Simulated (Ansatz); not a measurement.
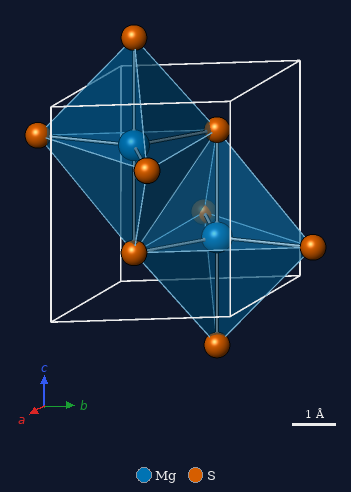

The input geometry (polyhedral view of the cell of the calculation, seen slightly off an axis; polyhedra are completed across the faces of the cell).

# MgS: single-point calculation

System: MgS (P6₃/mmc, 4 atoms in the cell).
Method: independent-particle optics of r2SCAN bands, plane waves, PAW, no spin polarisation (Ansatz 0.2.0).

The structure was built on a prototype by a generator. The geometry comes from this level: r2SCAN.

The program's output:
```
Engine: ansatz 0.2.0, aarch64-unknown-linux-gnu
Pseudopotentials: kind: paw
Pseudopotential: Mg, paw, valence charge 10, recommended cutoff 500 eV (meta_gga), Mg.paw.azcp
Pseudopotential: S, paw, valence charge 6, recommended cutoff 500 eV (meta_gga), S.paw.azcp
Functional definition: r2SCAN
  parameter k0 = 0.174
  parameter k1 = 0.065
  parameter a1 = 4.9479
  exchange = r2scan_x(k0 = k0, k1 = k1, a1 = a1)
  correlation = r2scan_c
Crystal: 4 atoms, lattice volume = 84.454 Å³
Basis set: ecut = 500 eV, 2173 PW (Γ), exchange–correlation on 128×128×160 points (64 copies of the dense FFT grid, shifted against one another)
Bands: 20, of which v1, the nominal top of the filled ones, is band 16 counted from 1 (15 counted from 0)
Symmetry: 24 space group operations
Space group: P63/mmc (ITA 194), of the structure as read, at distance tolerance 4.4e-5 Å
k-points: 21 of 144
Non-local potential: Mg, projectors of the file, l = 0: 3, l = 1: 2, l = 2: 1
Non-local potential: S, projectors of the file, l = 0: 2, l = 1: 2, l = 2: 2
PAW form: soft (Blöchl's): semilocal exchange-correlation on the pseudo side does not see the compensation charge
PAW frozen core: Mg, regenerated for the run's functional (the file was generated under x = pbe(κ = 0.804, μ = 0.2195149727645171), c = pbe(β = 0.06672455060314922))
PAW frozen core: S, regenerated for the run's functional (the file was generated under x = pbe(κ = 0.804, μ = 0.2195149727645171), c = pbe(β = 0.06672455060314922))
PAW one-centre angular grid: Mg, 302 points (default); XC on 224 Gauss nodes
PAW one-centre angular grid: S, 302 points (default); XC on 160 Gauss nodes
Initial density: superposition of atomic densities (neutral atoms: chi_scale 0, normalization atom), corrected by the library's trained network
Initial wavefunctions: pseudopotential atomic-orbital guess
Functional: x = r2scan, c = r2scan; τ floored in thin density (d = 2e-4 eV/Å³)
SCF iter   1: F=—  HF=-5670.881309 eV  |F-HF|=—  |Δ(HF+E_count)|=         —  Δρ=6.31e-3  dr2=1.25e-2  dr2_τ=1.43e-2  ethr=1.77e-3  ⟨swp⟩=4.8  Hψ=1879  notcnv=0  defer=36
preconditioner: auto → Resta (q_TF=auto, 2.321 Å⁻¹)  ε∞=3.3  [insulator: Δε(μ)=3.585 eV  Ē_g=10.657 eV  n_scr=20 (ndim 8)  ℏωp=16.2 eV  f_vac=0.057  ε∞_Penn≈3.3]
SCF iter   2: F=—  HF=-5670.959672 eV  |F-HF|=—  |Δ(HF+E_count)|=   7.84e-2  Δρ=3.06e-3  dr2=5.17e-3  dr2_τ=1.28e-4  ethr=3.91e-5  ⟨swp⟩=3.0  Hψ=1004  notcnv=0  defer=42
SCF iter   3: F=—  HF=-5670.960453 eV  |F-HF|=—  |Δ(HF+E_count)|=   7.81e-4  Δρ=8.91e-4  dr2=5.32e-4  dr2_τ=2.53e-5  ethr=1.62e-5  ⟨swp⟩=3.0  Hψ=800  notcnv=0  defer=40
SCF iter   4: F=—  HF=-5670.960540 eV  |F-HF|=—  |Δ(HF+E_count)|=   8.69e-5  Δρ=1.41e-4  dr2=1.92e-5  dr2_τ=1.12e-6  ethr=1.66e-6  ⟨swp⟩=1.9  Hψ=454  notcnv=0  defer=42
SCF iter   5: F=—  HF=-5670.960542 eV  |F-HF|=—  |Δ(HF+E_count)|=   2.63e-6  Δρ=2.36e-5  dr2=4.59e-7  dr2_τ=2.75e-8  ethr=6.00e-8  ⟨swp⟩=2.0  Hψ=560  notcnv=0  defer=1
SCF iter   6: F=—  HF=-5670.960543 eV  |F-HF|=—  |Δ(HF+E_count)|=   3.93e-7  Δρ=3.68e-6  dr2=1.95e-8  dr2_τ=2.57e-10  ethr=1.43e-9  ⟨swp⟩=2.1  Hψ=745  notcnv=0  defer=1
SCF iter   7: F=—  HF=-5670.960543 eV  |F-HF|=—  |Δ(HF+E_count)|=   6.71e-9  Δρ=6.67e-7  dr2=4.99e-10  dr2_τ=2.28e-11  ethr=6.09e-11  ⟨swp⟩=2.0  Hψ=570  notcnv=0  defer=1
SCF iter   8: F=—  HF=-5670.960543 eV  |F-HF|=—  |Δ(HF+E_count)|=  4.51e-10  Δρ=1.73e-7  dr2=3.41e-11  dr2_τ=1.00e-12  ethr=1.56e-12  ⟨swp⟩=2.0  Hψ=588  notcnv=0  defer=1
SCF iter   9: F=-5670.960543 eV  HF=-5670.960543 eV  |F-HF|=1.82e-12  |Δ(HF+E_count)|=  1.27e-11  Δρ=3.51e-8  dr2=1.42e-12  dr2_τ=2.67e-14  ethr=1.00e-12  ⟨swp⟩=5.0  Hψ=1486  notcnv=0
SCF 1 converged in 9 iterations: F = -5670.960543 eV  dr2 = 1.42e-12
  greatest PAW one-centre occupation: 1.000 electrons in one spin orbital (limit 2), on the Mg atom at site 1 (counted from 0), in its partial waves of l = 0
```

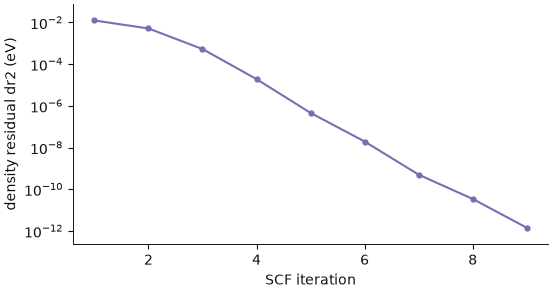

Convergence of the self-consistent field: density residual dr2 against the SCF iteration. The residual falls at every step.

```
NSCF: frozen V_eff on 21 k-points
Optics k sum: 0 of 21 k-points
Optics k sum: 2 of 21 k-points
Optics k sum: 3 of 21 k-points
Optics k sum: 4 of 21 k-points
Optics k sum: 5 of 21 k-points
Optics k sum: 6 of 21 k-points
Optics k sum: 7 of 21 k-points
Optics k sum: 8 of 21 k-points
Optics k sum: 9 of 21 k-points
Optics k sum: 10 of 21 k-points
Optics k sum: 11 of 21 k-points
Optics k sum: 12 of 21 k-points
Optics k sum: 13 of 21 k-points
Optics k sum: 14 of 21 k-points
Optics k sum: 15 of 21 k-points
Optics k sum: 16 of 21 k-points
Optics k sum: 17 of 21 k-points
Optics k sum: 18 of 21 k-points
Optics k sum: 19 of 21 k-points
Optics k sum: 20 of 21 k-points
Optics k sum: 21 of 21 k-points
Optics k sum: 0 of 21 k-points
Optics k sum: 2 of 21 k-points
Optics k sum: 3 of 21 k-points
Optics k sum: 4 of 21 k-points
Optics k sum: 5 of 21 k-points
Optics k sum: 6 of 21 k-points
Optics k sum: 7 of 21 k-points
Optics k sum: 8 of 21 k-points
Optics k sum: 9 of 21 k-points
Optics k sum: 10 of 21 k-points
Optics k sum: 11 of 21 k-points
Optics k sum: 12 of 21 k-points
Optics k sum: 13 of 21 k-points
Optics k sum: 14 of 21 k-points
Optics k sum: 15 of 21 k-points
Optics k sum: 16 of 21 k-points
Optics k sum: 17 of 21 k-points
Optics k sum: 18 of 21 k-points
Optics k sum: 19 of 21 k-points
Optics k sum: 20 of 21 k-points
Optics k sum: 21 of 21 k-points
output.optics: what the bands over the 48 summed would add to eps1, eps2 and the energy-loss function is held between a lower and an upper bound (7 Lanczos steps). eps1, eps2 and their loss function (loss_summed_bands) are given on every row as the summed bands alone make them. Along an axis, on a row where the two bounds hold the loss function to about 1 % of the greater of itself and 0.5 % of |1/eps|, its cell (loss_completed) is given, with the completed eps1 and eps2 that it is formed of (a cell that is left empty reads nan in the table and null in the record). The two bounds hold it so along every axis on all 321 rows up to 16.000 eV. The run works to bound the rows up to 16.000 eV and no higher ones: a peak of the loss function over that energy may be left empty with no warning. To have the run work for it, set output.optics.bands.spectra_wanted_up_to to a higher energy. perfect_screening_sum, loss_f_sum_n_eff and, beside carriers, perfect_screening_limit are those of loss_summed_bands: over the bounded function the two sums would run over rows that are not all bounded, and lack what the bands left out lay past the top of the energy grid. Bounded is said of the bands left out alone, which are those that the basis at basis.ecutwfc holds: it says nothing of that cutoff, of the k-point mesh, of what the sum inside its cells errs by (eps2_relative_error), of the factors of all_electron_strengths, nor of how far the SCF is converged. The bands left out are taken at the k-points, and what their mean over the points' cells stands off that by is in neither bound: the run's estimate of it, which the test of a row counts in, is 0.04 % of |eps| at the most among the values given; where the mean stood off by over 0.5 % the points' spread read 0.1 to 3 times that
SCF converged after 9 iterations
Free energy (F): -5670.960543 eV
Harris-Foulkes:  -5670.960543 eV  (|F-HF|=1.82e-12)
Internal energy: -5670.960543 eV  (E = F + TS)
E sigma→0 (E₀):  -5670.960543 eV
Fermi energy:    4.366126 eV
--- Per-component energies (eV) ---
  E_band       = -756.946614
  E_kinetic    = 368.333580
  E_local      = -3698.759793  (includes V_loc(G=0)·N_el)
  E_nonlocal   = 247.333942
  E_hartree    = 1340.772599
  E_xc         = -240.555263
  E_vxc        = -271.573861  (∫ρ·V_xc dr)
  E_paw        = -1812.175988  (= ΣΔE_a)
  E_vpaw       = -98.009449  (= ΣTr[D̂ρ^β])
  E_aug_tail   = -0.000001  (compensation charges beyond the density's cutoff)
  E_vtau       = 14.183760  (kinetic-family band-sum trace: ∫τ·v_τ [+ j·A + Jᵃ·Aᵃ] dr)
  E_ewald      = -1875.637669
  E_core_change = -0.271950  (= ΣΔE_core)
  E_smearing   = -0.000000  (= −TS)
  E_closure    = -0.000000  (closes the sum)
  Σ components = -5670.960543   (vs F -5670.960543, Δ=0.00e0)
--- Band table (eV; the first three rows and the last of 21) ---
  k-point 0: bands = ["-73.2008", "-73.2004", "-38.3081", "-38.3023", "-38.3012", "-38.3012", "-38.2991", "-38.2991", "-8.4964", "-6.9771", "0.4286", "2.2847", "2.2847", "3.4483", "3.4483", "4.3661", "8.0134", "8.0221", "10.9404", "10.9404"]
  k-point 1: bands = ["-73.2007", "-73.2004", "-38.3073", "-38.3032", "-38.3009", "-38.3009", "-38.2994", "-38.2994", "-8.3086", "-7.2447", "0.8600", "2.4387", "2.4387", "3.2621", "3.2621", "3.4496", "8.5692", "8.8940", "10.6260", "10.6260"]
  k-point 2: bands = ["-73.2006", "-73.2006", "-38.3053", "-38.3053", "-38.3002", "-38.3002", "-38.3002", "-38.3002", "-7.8149", "-7.8149", "1.9853", "1.9853", "2.8336", "2.8336", "2.8336", "2.8336", "9.5689", "9.5689", "10.8690", "10.8690"]
  k-point 20: bands = ["-73.2005", "-73.2005", "-38.3064", "-38.3064", "-38.3007", "-38.3007", "-38.2998", "-38.2998", "-7.4356", "-7.4356", "0.2581", "0.2581", "1.6089", "1.6089", "3.9675", "3.9675", "10.9608", "10.9608", "10.9664", "10.9664"]
```

File v_z.tsv:
```
# z_ang	v_es[eV]	v_tot[eV]
# format = ansatz-planar-average/11
# xc	r2scan
# density_cutoff_ev	2000
# datasets	Mg=:simpson_from_first_knot:soft:shift=0	S=:simpson_from_first_knot:soft:shift=0
# lattice	4.295541588	0.000000000	0.000000000
# lattice	-2.147770794	3.720048138	0.000000000
# lattice	0.000000000	0.000000000	5.285091075
# sites	4
# site	12	0.000000000	2.480032092	1.321272769
# site	12	2.147770794	1.240016046	3.963818306
# site	16	2.147770794	1.240016046	1.321272769
# site	16	0.000000000	2.480032092	3.963818306
0.000000	7.931228e0	9.078123e-1
0.132127	7.786837e0	7.393175e-1
0.264255	7.336018e0	9.924314e-2
0.396382	6.543446e0	-1.162077e0
0.528509	5.273078e0	-2.985760e0
0.660636	3.389639e0	-5.460975e0
0.792764	1.042563e0	-8.528696e0
0.924891	-1.336559e0	-1.160746e1
1.057018	-3.305038e0	-1.414629e1
1.189145	-4.585998e0	-1.578478e1
1.321273	-5.030350e0	-1.633735e1
1.453400	-4.585998e0	-1.578478e1
1.585527	-3.305038e0	-1.414629e1
1.717655	-1.336559e0	-1.160746e1
1.849782	1.042563e0	-8.528696e0
1.981909	3.389639e0	-5.460975e0
2.114036	5.273078e0	-2.985760e0
2.246164	6.543446e0	-1.162077e0
2.378291	7.336018e0	9.924314e-2
2.510418	7.786837e0	7.393175e-1
2.642546	7.931228e0	9.078123e-1
2.774673	7.786837e0	7.393175e-1
2.906800	7.336018e0	9.924314e-2
3.038927	6.543446e0	-1.162077e0
3.171055	5.273078e0	-2.985760e0
3.303182	3.389639e0	-5.460975e0
3.435309	1.042563e0	-8.528696e0
3.567436	-1.336559e0	-1.160746e1
3.699564	-3.305038e0	-1.414629e1
3.831691	-4.585998e0	-1.578478e1
3.963818	-5.030350e0	-1.633735e1
4.095946	-4.585998e0	-1.578478e1
4.228073	-3.305038e0	-1.414629e1
4.360200	-1.336559e0	-1.160746e1
4.492327	1.042563e0	-8.528696e0
4.624455	3.389639e0	-5.460975e0
4.756582	5.273078e0	-2.985760e0
4.888709	6.543446e0	-1.162077e0
5.020837	7.336018e0	9.924314e-2
5.152964	7.786837e0	7.393175e-1
```

File optics_head.txt:
```
# E[eV]	eps2_xx	eps2_yy	eps2_zz	eps2_xy	eps2_xz	eps2_yz	eps1_xx	eps1_yy	eps1_zz	eps1_xy	eps1_xz	eps1_yz	loss_summed_bands_xx	loss_summed_bands_yy	loss_summed_bands_zz	eps1_completed_xx	eps1_completed_yy	eps1_completed_zz	eps2_completed_xx	eps2_completed_yy	eps2_completed_zz	loss_completed_xx	loss_co
# format = ansatz-optics/6
# eps_inf(xx yy zz) = 4.230686 4.230686 4.555259
# eps_inf_bands = all
# eps_inf_summed_bands(xx yy zz) = 4.206902 4.206902 4.531519
# eps_inf_completed(xx yy zz) = 4.230686 4.230686 4.555259
# k_sum = mesh_cells
# eps2_relative_error = 0.0007
# eps_inf_relative_error = 0.0038
# f_sum_n_eff(xx yy zz) = 16.565369 16.565369 16.528102 of n_electrons = 32.000000
# f_sum_n_eff_momentum_only(xx yy zz) = 17.266516 17.266516 17.204457
# loss_f_sum_n_eff(xx yy zz) = 16.565891 16.565891 16.528809
# perfect_screening_sum(xx yy zz) = 0.762295 0.762295 0.779323
# perfect_screening_sum_on_rows(xx yy zz) = 0.762295 0.762295 0.779323
# the maxima of the summed bands' own loss function (the loss_summed_bands columns) are measured between the rows too: peak_sampling_summed_bands says what part of their heights the rows count for, and missed_extrema_summed_bands lists those of which they count for under four fifths, the half width
# peak_sampling_summed_bands_xx(least_part_sampled least_sampled_at_ev n_extrema n_missed) = 9.984531e-1 7.912902938719821 10 0
# peak_sampling_summed_bands_yy(least_part_sampled least_sampled_at_ev n_extrema n_missed) = 9.984531e-1 7.912902938719822 10 0
# peak_sampling_summed_bands_zz(least_part_sampled least_sampled_at_ev n_extrema n_missed) = 9.982104e-1 8.627445046843267 11 0
# peak_sampling_completed and missed_extrema_completed say the same of the loss function that is bounded in the bands left out (the loss_completed columns), of its maxima between two points that are bounded alone
# peak_sampling_completed_xx(least_part_sampled least_sampled_at_ev n_extrema n_missed) = 9.985751e-1 7.912382049533112 10 0
# peak_sampling_completed_yy(least_part_sampled least_sampled_at_ev n_extrema n_missed) = 9.985751e-1 7.912382049533113 10 0
# peak_sampling_completed_zz(least_part_sampled least_sampled_at_ev n_extrema n_missed) = 9.976081e-1 14.67550961721578 11 0
# n_bands = 48
# n_bands_set_by = photon_energy
# the loss_summed_bands columns' heights are not shown to be converged in n_bands (drawn for output.optics.bands)
# valid_up_to_ev = 25.286273
# least_direct_gap_ev = 3.647306e0 at k(fractional) = 0.000000 0.000000 0.000000, k_point = 0, channel = 0, bands = 15 16 (counted from 0)
# evaluated_top_ev = 106.600000
# all_electron_strengths = true
# band_completion = completed
# the eps1, eps2 and loss_summed_bands columns, and eps_inf_summed_bands or eps1_interband_at_0, are the summed bands' own on every row. eps_inf is eps_inf_completed where that is given along all three axes. loss_summed_bands is the loss function of that eps1 and eps2 (beside carriers the total's).
# response = whole
# tolerance = 0.01
# method = lanczos_chains
# lanczos_steps = 7
# chains_run = together
# ended_by = wanted_rows_settled
# boundable_up_to_ev = 25.286273
# wanted_up_to_ev = 16.000000
# the run works to bound the rows up to wanted_up_to_ev and no higher ones, so that a peak of the completed columns over that energy may read nan with no warning: a higher spectra_wanted_up_to under output.optics.bands (a deck at auto types it in the place of auto) has the run work for it too
# change_inside_cells = 0.0004 (estimated)
# the bands left out are taken at the k-points, and what their mean over the points' cells stands off that by is in neither bound: this much, as a part of |eps| at the most among the values given, which the test of a row counts in (under method = linear_solves it holds an estimate of how far a sum a
# bound_at_0(xx yy zz) = bounded bounded bounded
# rows_by_bound_xx(bounded bounds_too_wide limited_by_band_error limited_by_mesh_spread above_boundable_range not_finite) = 321 0 0 0 0 0
# rows_by_bound_yy(bounded bounds_too_wide limited_by_band_error limited_by_mesh_spread above_boundable_range not_finite) = 321 0 0 0 0 0
# rows_by_bound_zz(bounded bounds_too_wide limited_by_band_error limited_by_mesh_spread above_boundable_range not_finite) = 321 0 0 0 0 0
# bounded_ranges_ev_xx = 0.000000-16.000000
# bounded_ranges_ev_yy = 0.000000-16.000000
# bounded_ranges_ev_zz = 0.000000-16.000000
```

This output came from the following input.

Input file:
```yaml
crystal:
  lattice:
    - [4.295541588, 0.0, 0.0]
    - [-2.147770794, 3.7200481382, 0.0]
    - [0.0, 0.0, 5.2850910748]
  atoms:
    - { symbol: Mg, position: [0.3333333333, 0.6666666667, 0.25] }
    - { symbol: Mg, position: [0.6666666667, 0.3333333333, 0.75] }
    - { symbol: S, position: [0.6666666667, 0.3333333333, 0.25] }
    - { symbol: S, position: [0.3333333333, 0.6666666667, 0.75] }
kpoints:
  mp_grid: { grid: [6, 6, 4] }
hamiltonian:
  xc: r2scan
scf:
  occupations: { method: fixed }
output:
  optics:
    e_range: [0, 16]
    de: 0.05
    sigma: 0.1
    bands: { spectra_wanted_up_to: 16 }
  write_density: true
  write_potential: true
  elf: true
  volumetric_format: npy
```

Command:
```bash
ansatz run input.yaml --threads 4 --pin off --max-ram 3686MiB --backend cpu --events-out ev --progress --plain --runs-dir out
```

Summary:

- outcome: converged
- space group (tolerance 0.01 Å): P6₃/mmc (194)
- electrons treated: 32
- free energy: −5670.9605 eV
- Fermi energy: 4.366 eV
- gap on the k-point mesh: 3.65 eV
- hardware: 4 threads of Arm Neoverse V1, 24 GiB of memory available, shared host
- wall time: 26 s (CPU time 99 s)
- peak memory: 0.9 GiB
